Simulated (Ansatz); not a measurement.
## Geometry relaxation, with input and output: Ti (part 2 of 2)

Ti (2 atoms in the cell); DFT, PBE, PAW with Ansatz's default frozen-core files, scalar-relativistic, no spin polarisation (Ansatz 0.2.0); cutoff 420 eV, 17×17×9 k-mesh, Fermi–Dirac smearing of 0.1 eV. The structure was built on a prototype by a generator; it need not be a known phase. Its volume is 0.70 times that of the source entry. It belongs to a series of runs on one base structure; here: hcp relaxed under pressure, PAW files.

Geometry of the input (Å; fractional positions):
```
2.5919  0.0000  0.0000
-1.2960  2.2447  0.0000
0.0000  0.0000  4.1989
Ti 0.3333  0.6667  0.2500
Ti 0.6667  0.3333  0.7500
```

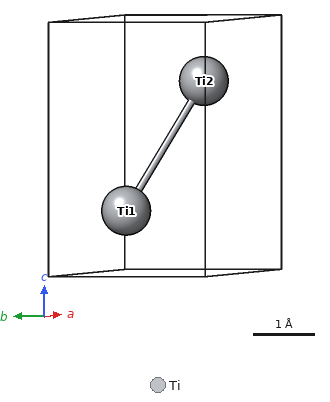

*The geometry at step 2 of the log (ball-and-stick view of the cell of the calculation, seen at an oblique angle; atoms are numbered from 1 in the order of the input).*

### Output, continued
```
SCF iter   1: F=—  HF=-4997.671960 eV  |F-HF|=—  |Δ(HF+E_count)|=         —  Δρ=5.25e-5  dr2=4.15e-7  ethr=1.56e-9  ⟨swp⟩=2.1  Hψ=17193  notcnv=0
preconditioner: auto → none  [metal: Δε(μ)=0.024 eV  Ē_g=21.941 eV  σ=0.100 eV  W_gap=0.06  n_scr=2 (ndim 8)  ℏωp=33.4 eV  f_vac=0.000  D(μ)=1.78/eV (n_scr^D=22)]
iter 2 did not close the SCF: its close was put off for the readings that it lacked (scf_convergence_deferred on its scf_iter line)
SCF iter   2: F=-4997.672000 eV  HF=-4997.672000 eV  |F-HF|=2.34e-8  |Δ(HF+E_count)|=   4.03e-5  Δρ=2.18e-5  dr2=4.68e-8  ethr=1.56e-9  ⟨swp⟩=2.2  Hψ=3633  notcnv=0
iter 3 did not close the SCF: its close was put off for the readings that it lacked (scf_convergence_deferred on its scf_iter line)
SCF iter   3: F=-4997.672000 eV  HF=-4997.672000 eV  |F-HF|=8.09e-10  |Δ(HF+E_count)|=   2.55e-8  Δρ=4.25e-6  dr2=1.94e-9  ethr=1.95e-10  ⟨swp⟩=2.0  Hψ=3221  notcnv=0
iter 4 did not close the SCF: its close was put off for the readings that it lacked (scf_convergence_deferred on its scf_iter line)
SCF iter   4: F=-4997.672000 eV  HF=-4997.672000 eV  |F-HF|=1.64e-11  |Δ(HF+E_count)|=   1.17e-9  Δρ=5.26e-7  dr2=2.10e-11  ethr=8.08e-12  ⟨swp⟩=3.0  Hψ=4839  notcnv=0
iter 5 did not close the SCF: its close was put off for the readings that it lacked (scf_convergence_deferred on its scf_iter line)
SCF iter   5: F=-4997.672000 eV  HF=-4997.672000 eV  |F-HF|=9.09e-13  |Δ(HF+E_count)|=  2.18e-11  Δρ=8.68e-8  dr2=1.07e-12  ethr=1.00e-12  ⟨swp⟩=1.0  Hψ=2640  notcnv=0
SCF iter   6: F=-4997.672000 eV  HF=-4997.672000 eV  |F-HF|=1.82e-12  |Δ(HF+E_count)|=    0.00e0  Δρ=8.47e-9  dr2=6.47e-15  ethr=1.00e-12  ⟨swp⟩=1.0  Hψ=6000  notcnv=0
SCF 4 converged in 6 iterations: F = -4997.672000 eV  dr2 = 6.47e-15
relax step   4: F+E_penalty+E_count = -4997.67199982 eV  Δ(F+E_penalty+E_count) = +3.986e-3 eV  max|allowed force component| = 2.405e-16 eV/Å  Δτ_max = 0.0000 Å  P = +68.046 GPa  Ω = 24.651 Å³  energy of the carried Pulay correction = -7.657e-5 eV  (6 SCF iters, dr2 threshold 8.41e-8 eV, accepted)
Crystal: 2 atoms, lattice volume = 24.652 Å³
iter 1 solved again at ethr=4.06e-9 eV; its pass at ethr=3.10e-3 eV (dr2=9.75e-7 eV) is discarded
SCF iter   1: F=—  HF=-4997.672234 eV  |F-HF|=—  |Δ(HF+E_count)|=         —  Δρ=1.01e-4  dr2=1.47e-6  ethr=4.06e-9  ⟨swp⟩=2.1  Hψ=17204  notcnv=0
preconditioner: auto → none  [metal: Δε(μ)=0.015 eV  Ē_g=21.939 eV  σ=0.100 eV  W_gap=0.04  n_scr=2 (ndim 8)  ℏωp=33.4 eV  f_vac=0.000  D(μ)=1.78/eV (n_scr^D=22)]
SCF iter   2: F=—  HF=-4997.672273 eV  |F-HF|=—  |Δ(HF+E_count)|=   3.87e-5  Δρ=4.44e-5  dr2=1.86e-7  ethr=4.06e-9  ⟨swp⟩=2.2  Hψ=3582  notcnv=0
iter 3 did not close the SCF: its close was put off for the readings that it lacked (scf_convergence_deferred on its scf_iter line)
SCF iter   3: F=-4997.672273 eV  HF=-4997.672273 eV  |F-HF|=1.69e-9  |Δ(HF+E_count)|=   3.19e-8  Δρ=7.88e-6  dr2=5.14e-9  ethr=7.73e-10  ⟨swp⟩=2.0  Hψ=3197  notcnv=0
iter 4 did not close the SCF: its close was put off for the readings that it lacked (scf_convergence_deferred on its scf_iter line)
SCF iter   4: F=-4997.672273 eV  HF=-4997.672273 eV  |F-HF|=9.91e-11  |Δ(HF+E_count)|=   2.38e-9  Δρ=1.35e-6  dr2=1.21e-10  ethr=2.14e-11  ⟨swp⟩=3.0  Hψ=4769  notcnv=0
iter 5 did not close the SCF: its close was put off for the readings that it lacked (scf_convergence_deferred on its scf_iter line)
SCF iter   5: F=-4997.672273 eV  HF=-4997.672273 eV  |F-HF|=2.73e-12  |Δ(HF+E_count)|=  1.16e-10  Δρ=2.10e-7  dr2=3.96e-12  ethr=1.00e-12  ⟨swp⟩=2.5  Hψ=3799  notcnv=0
SCF iter   6: F=-4997.672273 eV  HF=-4997.672273 eV  |F-HF|=2.73e-12  |Δ(HF+E_count)|=  3.64e-12  Δρ=1.61e-8  dr2=2.35e-14  ethr=1.00e-12  ⟨swp⟩=1.1  Hψ=6043  notcnv=0
SCF 5 converged in 6 iterations: F = -4997.672273 eV  dr2 = 2.35e-14
relax step   5: F+E_penalty+E_count = -4997.67227322 eV  Δ(F+E_penalty+E_count) = -2.734e-4 eV  max|allowed force component| = 2.776e-16 eV/Å  Δτ_max = 0.0000 Å  P = +67.995 GPa  Ω = 24.652 Å³  energy of the carried Pulay correction = -7.701e-5 eV  (6 SCF iters, dr2 threshold 1.09e-7 eV, accepted)
Initial wavefunctions: pseudopotential atomic-orbital guess (no wavefunctions were taken with the density)
iter 1 solved again at ethr=1.79e-9 eV; its pass at ethr=3.10e-3 eV (dr2=4.30e-7 eV) is discarded
SCF iter   1: F=—  HF=-4997.672304 eV  |F-HF|=—  |Δ(HF+E_count)|=         —  Δρ=1.01e-4  dr2=5.99e-8  ethr=1.79e-9  ⟨swp⟩=2.6  Hψ=17811  notcnv=0
SCF iter   2: F=—  HF=-4997.672346 eV  |F-HF|=—  |Δ(HF+E_count)|=   4.18e-5  Δρ=5.03e-5  dr2=1.50e-8  ethr=2.50e-10  ⟨swp⟩=1.3  Hψ=2845  notcnv=0
SCF iter   3: F=—  HF=-4997.672347 eV  |F-HF|=—  |Δ(HF+E_count)|=   9.90e-7  Δρ=2.45e-6  dr2=2.83e-10  ethr=6.27e-11  ⟨swp⟩=1.0  Hψ=2640  notcnv=0
iter 4 did not close the SCF: its close was put off for the readings that it lacked (scf_convergence_deferred on its scf_iter line)
SCF iter   4: F=-4997.672347 eV  HF=-4997.672347 eV  |F-HF|=3.82e-11  |Δ(HF+E_count)|=   1.78e-9  Δρ=3.77e-7  dr2=4.74e-12  ethr=1.18e-12  ⟨swp⟩=2.0  Hψ=4293  notcnv=0
iter 5 did not close the SCF: its close was put off for the readings that it lacked (scf_convergence_deferred on its scf_iter line)
SCF iter   5: F=-4997.672347 eV  HF=-4997.672347 eV  |F-HF|=0.00e0  |Δ(HF+E_count)|=  3.91e-11  Δρ=4.52e-8  dr2=2.53e-13  ethr=1.00e-12  ⟨swp⟩=1.0  Hψ=2640  notcnv=0
iter 6 did not close the SCF: its close was put off for the readings that it lacked (scf_convergence_deferred on its scf_iter line)
SCF iter   6: F=-4997.672347 eV  HF=-4997.672347 eV  |F-HF|=0.00e0  |Δ(HF+E_count)|=    0.00e0  Δρ=6.20e-9  dr2=3.11e-15  ethr=1.00e-12  ⟨swp⟩=1.0  Hψ=2640  notcnv=0
iter 7 did not close the SCF: its close was put off for the readings that it lacked (scf_convergence_deferred on its scf_iter line)
SCF iter   7: F=-4997.672347 eV  HF=-4997.672347 eV  |F-HF|=0.00e0  |Δ(HF+E_count)|=    0.00e0  Δρ=1.33e-9  dr2=1.95e-16  ethr=1.00e-12  ⟨swp⟩=1.0  Hψ=2640  notcnv=0
SCF iter   8: F=-4997.672347 eV  HF=-4997.672347 eV  |F-HF|=0.00e0  |Δ(HF+E_count)|=    0.00e0  Δρ=1.30e-10  dr2=7.00e-19  ethr=1.00e-12  ⟨swp⟩=1.0  Hψ=5943  notcnv=0
SCF 6 converged in 8 iterations: F = -4997.672347 eV  dr2 = 7.00e-19
relax step   6: F+E_penalty+E_count = -4997.67234695 eV  Δ(F+E_penalty+E_count) = -7.374e-5 eV  max|allowed force component| = 2.961e-16 eV/Å  Δτ_max = 0.0000 Å  P = +67.988 GPa  Ω = 24.652 Å³  stress off target by 1.42e-2 GPa  SCF on the basis re-selected at this cell (its energy is not comparable with the rows above)  (8 SCF iters)
basis re-selected at this cell: Δ(F+E_penalty+E_count) = -7.374e-5 eV, ΔP = -0.006 GPa vs the last step (what re-selecting the basis moved, of the pressure what is left beyond the Pulay correction that the steps carried, after the strain that the cell walked since its last selection, with what the two solves' SCF thresholds leave and, on support functions, any second-order correction that the steps lacked; it is no measure of the basis error at this ecutwfc). This SCF's stress stands 1.42e-2 GPa from its target on what of the cell is left free (relax.cell.stress_tol is 3.40e-2 GPa) and its largest allowed force component is 2.96e-16 eV/Å (relax.f_tol is 5.00e-3 eV/Å): within both
SCF converged after 8 iterations
Free energy (F): -4997.672347 eV
Harris-Foulkes:  -4997.672347 eV  (|F-HF|=0.00e0)
Internal energy: -4997.612540 eV  (E = F + TS)
E sigma→0 (E₀):  -4997.642444 eV
Entropy (-TS):   -0.059806 eV (-29.903 meV/atom)
Fermi energy:    19.651302 eV
--- Per-component energies (eV) ---
  E_band       = -156.793908
  E_kinetic    = 567.478740
  E_local      = -1240.253815  (includes V_loc(G=0)·N_el)
  E_nonlocal   = 19.810746
  E_hartree    = 548.891245
  E_xc         = -201.314250
  E_vxc        = -252.568306  (∫ρ·V_xc dr)
  E_paw        = -2099.662887  (= ΣΔE_a)
  E_vpaw       = -349.044002  (= ΣTr[D̂ρ^β])
  E_aug_tail   = 0.000238  (compensation charges beyond the density's cutoff)
  E_ewald      = -2592.562558
  E_smearing   = -0.059806  (= −TS)
  E_closure    = 0.000000  (closes the sum)
  Σ components = -4997.672347   (vs F -4997.672347, Δ=0.00e0)
--- Forces (eV/Å), atoms counted from 1 ---
  atom   1  Ti    -0.00000000    -0.00000000     0.00000000
  atom   2  Ti    -0.00000000     0.00000000    -0.00000000
  max |Σ_I F_I| component: 2.59e-16 eV/Å
--- Stress (GPa, compression-positive) ---
       67.985808       0.000000       0.000000
        0.000000      67.985808       0.000000
        0.000000       0.000000      67.993637
  P = ⅓ Tr σ = 67.9884 GPa (679.884 kbar)
--- Band table (eV; the first three rows and the last of 165) ---
  k-point 0: bands = ["-36.7259", "-36.2533", "-13.8529", "-12.1064", "-12.1064", "-11.9227", "-11.8753", "-11.8753", "13.0943", "16.0937", "20.5057", "20.5920", "20.5920", "21.3340", "21.3340", "21.6145"]
  k-point 1: bands = ["-36.7122", "-36.2682", "-13.7984", "-12.0995", "-12.0995", "-11.9854", "-11.8823", "-11.8823", "13.2354", "16.1094", "20.4246", "20.5376", "20.5376", "21.2563", "21.2563", "21.3380"]
  k-point 2: bands = ["-36.6726", "-36.3107", "-13.6405", "-12.1643", "-12.0797", "-12.0797", "-11.9026", "-11.9026", "13.6407", "16.1197", "20.2037", "20.4444", "20.4444", "20.6818", "21.0593", "21.0593"]
  k-point 164: bands = ["-36.1491", "-36.1435", "-13.4230", "-13.4074", "-13.0293", "-12.9282", "-12.2374", "-12.2197", "17.5441", "17.7754", "18.2523", "18.2918", "19.7401", "19.7728", "21.7935", "22.1293"]
--- Relaxed structure (5 steps of the walk, 5 accepted, 1 SCFs on fresh bases) ---
  F+E_penalty+E_count = -4997.67234695 eV   max|allowed force component| = 2.961e-16 eV/Å   (the final SCF, on the basis selected at the relaxed cell)
  cell:  # Å, volume = 24.6519 Å³
    - [2.5949837598532954, -3.5841323047765895e-36, 0.0]
    - [-1.2974918799266477, 2.2473218584410106, 0.0]
    - [0.0, 0.0, 4.227171468932485]
  atoms:
    - { symbol: Ti, position: [0.33333333333333337, 0.6666666666666667, 0.25000000000000006] }
    - { symbol: Ti, position: [0.6666666666666667, 0.33333333333333337, 0.7500000000000001] }
```

### Trajectory as extended XYZ (Å, eV, eV/Å), 6 frames, from step=1 to step=6
```
2
Lattice="2.5919 0.0000 0.0000 -1.2960 2.2447 0.0000 0.0000 0.0000 4.1989" Properties=species:S:1:pos:R:3:forces:R:3 step=1 energy=-4997.57564 pressure_GPa=70.87
Ti    0.0000    1.4964    1.0497    0.0000   0.0000   0.0000
Ti    1.2960    0.7482    3.1492    0.0000   0.0000   0.0000
2
Lattice="2.5999 0.0000 0.0000 -1.3000 2.2516 0.0000 0.0000 0.0000 4.2211" Properties=species:S:1:pos:R:3:forces:R:3 step=2 energy=-4997.69715 pressure_GPa=67.36
Ti    0.0000    1.5011    1.0553    0.0000   0.0000   0.0000
Ti    1.3000    0.7505    3.1659    0.0000   0.0000   0.0000
2
Lattice="2.5977 0.0000 0.0000 -1.2988 2.2497 0.0000 0.0000 0.0000 4.2199" Properties=species:S:1:pos:R:3:forces:R:3 step=3 energy=-4997.67598 pressure_GPa=67.95
Ti    0.0000    1.4998    1.0550    0.0000   0.0000   0.0000
Ti    1.2988    0.7499    3.1649    0.0000   0.0000   0.0000
2
Lattice="2.5966 0.0000 0.0000 -1.2983 2.2487 0.0000 0.0000 0.0000 4.2219" Properties=species:S:1:pos:R:3:forces:R:3 step=4 energy=-4997.67200 pressure_GPa=68.05
Ti    0.0000    1.4991    1.0555    0.0000   0.0000   0.0000
Ti    1.2983    0.7496    3.1664    0.0000   0.0000   0.0000
2
Lattice="2.5950 0.0000 0.0000 -1.2975 2.2473 0.0000 0.0000 0.0000 4.2272" Properties=species:S:1:pos:R:3:forces:R:3 step=5 energy=-4997.67227 pressure_GPa=67.99
Ti    0.0000    1.4982    1.0568    0.0000   0.0000   0.0000
Ti    1.2975    0.7491    3.1704    0.0000   0.0000   0.0000
2
Lattice="2.5950 0.0000 0.0000 -1.2975 2.2473 0.0000 0.0000 0.0000 4.2272" Properties=species:S:1:pos:R:3:forces:R:3 step=6 energy=-4997.67235 pressure_GPa=67.99
Ti    0.0000    1.4982    1.0568    0.0000   0.0000   0.0000
Ti    1.2975    0.7491    3.1704    0.0000   0.0000   0.0000
```

### Results in brief

| quantity | value |
| --- | --- |
| outcome | converged |
| space group (tolerance 0.01 Å) | P6₃/mmc (194) |
| electrons treated | 24 |
| free energy | −4997.6723 eV |
| Fermi energy | 19.651 eV |
| pressure | 67.99 GPa |
| final volume | 24.65 Å³ |
| largest force (length of the vector) at the end | under 0.001 eV/Å |
| final cell | a = 2.595 Å, b = 2.595 Å, c = 4.227 Å, α = 90.00°, β = 90.00°, γ = 120.00° |
| hardware | 1 thread of Arm Neoverse V1, 24 GiB of memory available, shared host |
| wall time | 26 s |
| peak memory | 0.35 GiB |

### Notes

The cell was relaxed to the target pressure of the input; what is minimised is then the enthalpy E + pV.
